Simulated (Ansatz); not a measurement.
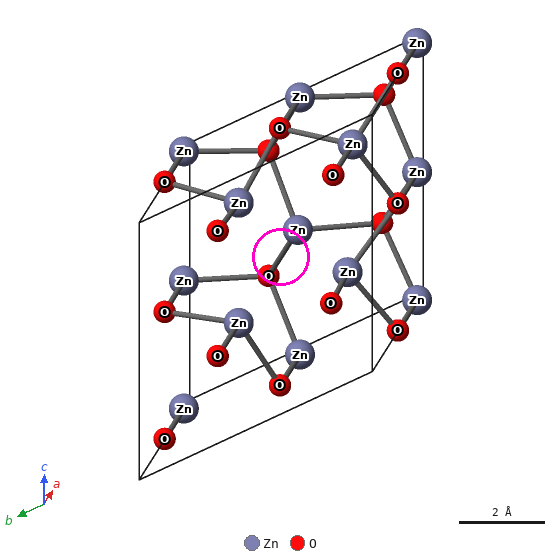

This ball-and-stick model is shown from a general direction. The supercell is drawn as a box. The host is ZnO, in a cell of 16 sites, and the cell is neutral. A ring marks the defect's site.

**Which defect is modelled here, and what are its neighbours?**

An oxygen vacancy. Around the empty site lie four Zn at about 1.8 to 1.9 Å.

The atoms were relaxed in the host's cell with DFT PBE, scalar-relativistic, plane waves, PAW (Ansatz 0.2.0).
